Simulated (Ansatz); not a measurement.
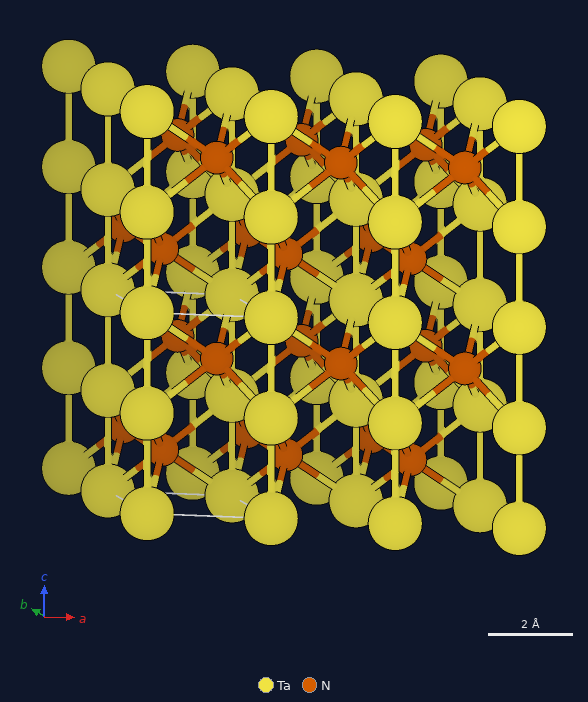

Fig. 1: The structure (ball-and-stick view of the cell of the calculation, repeated 3 × 2 × 2, seen slightly off an axis).

**TaN: single-point calculation (part 1 of 2)**

TaN (4 atoms in the cell), computed with DFT PBE+U+J, scalar-relativistic, plane waves, PAW, U = 4 eV, J = 0.9 eV on Ta atom 1 d; U = 4 eV, J = 0.9 eV on Ta atom 2 d, spin-polarised (Ansatz 0.2.0).

The structure derives from an entry of the Crystallography Open Database. It belongs to a series of runs on one base structure; here: antiferromagnetic start, free.

## The input
```yaml
crystal:
  lattice:
    - [3.04800184, 0.0, 0.0]
    - [-1.52400092, 2.63964703, 0.0]
    - [0.0, 0.0, 4.91799978]
  atoms:
    - { symbol: Ta, position: [0.0, 0.0, 0.0], spin: 2.0 }
    - { symbol: Ta, position: [0.0, 0.0, 0.5], spin: -2.0 }
    - { symbol: "N", position: [0.3333333333, 0.6666666667, 0.25] }
    - { symbol: "N", position: [0.6666666667, 0.3333333333, 0.75] }
basis:
  ecutwfc: 420
  ecutrho_ratio: 4
kpoints:
  mp_grid: { grid: [7, 7, 4] }
hamiltonian:
  xc: pbe
  hubbard:
    sites:
      - { site: 0, l: d, u: 4.0, j: 0.9, starting_ns: [{ spin: up, occupation_matrix: s0up }, { spin: down, occupation_matrix: s0down }] }
      - { site: 1, l: d, u: 4.0, j: 0.9, starting_ns: [{ spin: up, occupation_matrix: s1up }, { spin: down, occupation_matrix: s1down }] }
    occupation_matrices:
      s0up:
        matrix:
          - [0.97, 0.0, 0.0, 0.0, 0.0]
          - [0.0, 0.48291, 0.0, 0.0, -0.47485]
          - [0.0, 0.0, 0.02, 0.0, 0.0]
          - [0.0, 0.0, 0.0, 0.02, 0.0]
          - [0.0, -0.47485, 0.0, 0.0, 0.50709]
      s0down:
        matrix:
          - [0.02, 0.0, 0.0, 0.0, 0.0]
          - [0.0, 0.02, 0.0, 0.0, 0.0]
          - [0.0, 0.0, 0.02, 0.0, 0.0]
          - [0.0, 0.0, 0.0, 0.02, 0.0]
          - [0.0, 0.0, 0.0, 0.0, 0.02]
      s1up:
        matrix:
          - [0.02, 0.0, 0.0, 0.0, 0.0]
          - [0.0, 0.02, 0.0, 0.0, 0.0]
          - [0.0, 0.0, 0.02, 0.0, 0.0]
          - [0.0, 0.0, 0.0, 0.02, 0.0]
          - [0.0, 0.0, 0.0, 0.0, 0.02]
      s1down:
        matrix:
          - [0.97, 0.0, 0.0, 0.0, 0.0]
          - [0.0, 0.48291, 0.0, 0.0, 0.47485]
          - [0.0, 0.0, 0.02, 0.0, 0.0]
          - [0.0, 0.0, 0.0, 0.02, 0.0]
          - [0.0, 0.47485, 0.0, 0.0, 0.50709]
    ns_hold: { iters: 8 }
scf:
  occupations: { method: gaussian, width: 0.05 }
  lower_state_search: "off"
  max_iter: 150
output:
  forces: true
  stress: true
  eigenvalues: true
  populations: true
  hubbard: { sites: [{ site: 0, l: d }, { site: 1, l: d }] }
  write_density: true
  write_potential: true
  elf: true
  volumetric_format: npy
magnetization:
  spin_polarized: true
```

Hardware: 2 threads of Intel Xeon @ 2.90GHz (Ice Lake), 16 GiB of memory available, shared host.

Run as:
```bash
ansatz run input.yaml --threads 2 --pin off --max-ram 3072MiB --backend cpu --events-out ev --progress --plain --runs-dir out
```

## The program's output
```
Warning: crystal.symmetry: narrowed to the stabiliser of the occupation matrices — unitary ops 12 → 4, anti-unitary 12 → 4; lowered by the specified shells (site 0, l: d), (site 1, l: d); largest admitted image defect 2.2e-16, smallest excluded 3.7e-1 — at a splitting's scale: the group the occupation matrices' own texture admits
Ta: projections on atomic orbitals take those of the free atom [Kr 4d10 4f14] 5s2 5p6 5d3 6s2, of charge +0.00 (hamiltonian.pseudopotentials.projection_atoms); the dataset's partial waves leave at most 6.0e-5 of an orbital's norm unspanned inside its sphere
N: projections on atomic orbitals take those of the free atom [He] 2s2 2p3, of charge +0.00 (hamiltonian.pseudopotentials.projection_atoms); the dataset's partial waves leave at most 9.3e-9 of an orbital's norm unspanned inside its sphere
Engine: ansatz 0.2.0, x86_64-unknown-linux-gnu
Pseudopotentials: kind: paw
Pseudopotential: Ta, paw, valence charge 13, recommended cutoff 420 eV (normal), Ta.paw.azcp
Pseudopotential: N, paw, valence charge 5, recommended cutoff 420 eV (normal), N.paw.azcp
Functional definition: PBE
  parameter kappa = 0.804
  parameter beta = 0.06672455060314922
  exchange = pbe_x(kappa = kappa, mu = beta*pi^2/3)
  correlation = pbe_c(beta = beta)
Crystal: 4 atoms, lattice volume = 39.569 Å³
Basis set: ecut = 420 eV, 785 PW (Γ), exchange–correlation on 48×48×72 points (8 copies of the dense FFT grid, shifted against one another)
Bands: 24, of which v1, the nominal top of the filled ones, is band 18 counted from 1 (17 counted from 0)
Symmetry: 4 space group operations
k-points: 60 of 196
Non-local potential: Ta, projectors of the file, l = 0: 3, l = 1: 2, l = 2: 2, l = 3: 1
Non-local potential: N, projectors of the file, l = 0: 2, l = 1: 2, l = 2: 1
PAW form: soft (Blöchl's): semilocal exchange-correlation on the pseudo side does not see the compensation charge
PAW one-centre angular grid: Ta, 590 points (default); XC on 64 Gauss nodes
PAW one-centre angular grid: N, 110 points (default); XC on 64 Gauss nodes
Initial density: superposition of atomic densities (chi_scale 0.1, normalization cell, long waves kept (reshape's long-wave potential 0.00 eV rms))
Starting moments: Σ|m| = 4 μB on 2 of 4 sites
Initial wavefunctions: pseudopotential atomic-orbital guess
Functional: x = pbe(κ = 0.804, μ = 0.2195149727645171), c = pbe(β = 0.06672455060314922)
```
